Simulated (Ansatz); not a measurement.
```xyz
15

C    -0.3359   -0.4490    1.4097
C     0.8326   -0.8600    0.9309
C     1.0472   -0.1470   -0.4072
C    -0.0352   -0.6497   -1.3668
C    -1.2036   -0.2385   -0.8879
C    -0.9142    0.5432    0.3967
C     0.4089    1.2136   -0.0416
H    -0.8413   -0.7776    2.3075
H     1.5004   -1.6013    1.3478
H     2.0655   -0.1440   -0.7915
H     0.1489   -1.2739   -2.2304
H    -2.1926   -0.4498   -1.2708
H    -1.7147    1.1861    0.7579
H     0.2892    1.8754   -0.9018
H     0.9231    1.7217    0.7767
```

Geometry: PBE0-D4/def2-TZVP.

Computed with RKS PBE0-D4/def2-TZVPP in Ansatz.

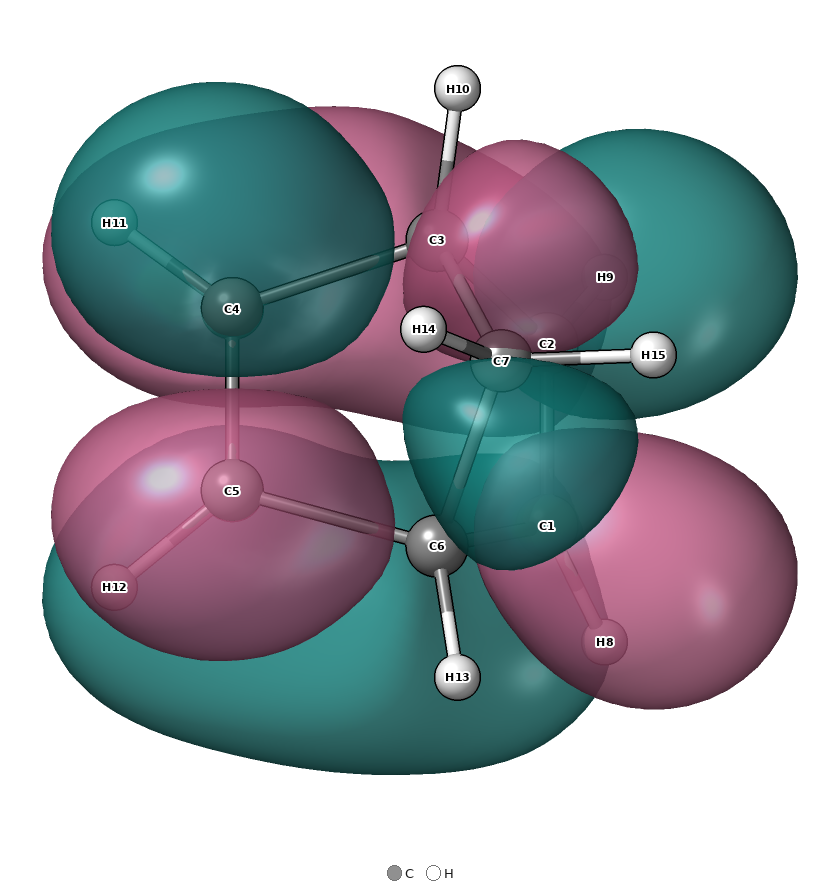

C7H8 (SMILES C1=CC2C=CC1C2). The LUMO at ±0.06 Å⁻³ᐟ² (teal and pink are the two phases), seen at an oblique angle.

Question: What is the character of this orbital?

Answer: By Hirshfeld shares it lies mainly on C1 (about 15 %), C2 (about 15 %), C4 (about 15 %), C5 (about 15 %) and C7 (about 5 %). Its energy is −0.30 eV.
